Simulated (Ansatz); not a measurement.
A Fermi-surface calculation for W (Pm-3n).

Input

```yaml
crystal:
  lattice:
    - [5.083, 0.0, 0.0]
    - [0.0, 5.083, 0.0]
    - [0.0, 0.0, 5.083]
  atoms:
    - { symbol: W, position: [0.0, 0.0, 0.0] }
    - { symbol: W, position: [0.5, 0.5, 0.5] }
    - { symbol: W, position: [0.0, 0.5, 0.25] }
    - { symbol: W, position: [0.0, 0.5, 0.75] }
    - { symbol: W, position: [0.25, 0.0, 0.5] }
    - { symbol: W, position: [0.75, 0.0, 0.5] }
    - { symbol: W, position: [0.5, 0.75, 0.0] }
    - { symbol: W, position: [0.5, 0.25, 0.0] }
basis:
  ecutwfc: 420
kpoints:
  mp_grid: { grid: [8, 8, 8] }
hamiltonian:
  xc: pbe
scf:
  occupations: { method: gaussian, width: 0.05 }
output:
  forces: true
  eigenvalues: true
  eigenstates:
    nscf_kmesh: { grid: [22, 22, 22] }
    top_band: c6
    de_dk: true
    localisation: false
  stress: true
checkpoint:
  write: ck
  compress: false
  write_wavefunctions: false
  write_every: 100000
```

Command:

```sh
ansatz run input.yaml --threads 2 --pin off --max-ram 5120MiB --backend cpu --events-out ev --progress --plain --runs-dir out
```

Level of theory: DFT PBE, scalar-relativistic, plane waves, PAW; levels and slopes on a dense k mesh at the converged density in Ansatz. No spin polarisation. The levels come from a k mesh of 22×22×22 points. The geometry was not relaxed.

Two bands cross the Fermi level; this is a three-dimensional metal. The density of states at the Fermi level is 2.4 states/eV per primitive cell. The intraband plasma frequency is 3.8 eV in all directions.

Band 56: three hole pockets centred at M (each 3.5 % of the zone); mean Fermi speed 5.7 × 10⁵ m/s.
Band 57: one electron pocket centred at Γ (2.6 % of the zone), six electron pockets on the Γ–X line (each 0.75 % of the zone) and twelve electron pockets on the M–Γ line (each 0.28 % of the zone).
A pocket cut by a face of the zone is counted once with the part on the opposite face.

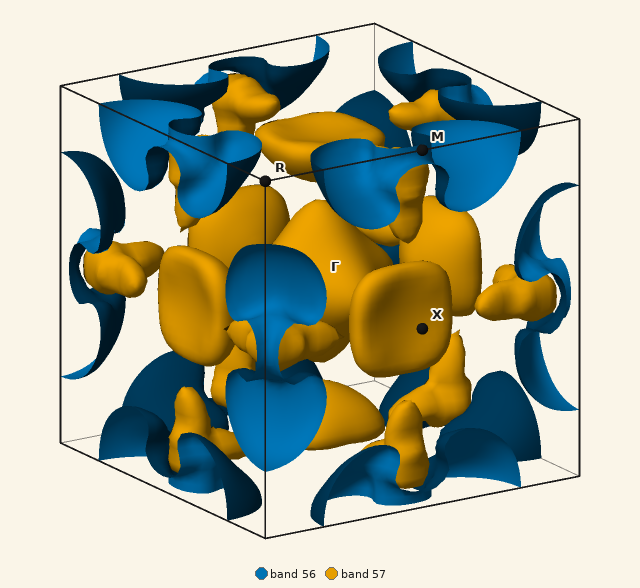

Each colour is one band. The brighter face of a sheet looks towards empty states.

Spin-orbit coupling is left out; with W it can split, shift or remove sheets. Necks and pockets thinner than about two mesh steps aren't resolved, so separate pockets may in truth be joined.

Cost: 69 s on 2 threads of Intel(R) Xeon(R) Platinum 8259CL CPU @ 2.50GHz (Skylake/Cascade Lake) (shared host), peak memory 1.4 GiB.
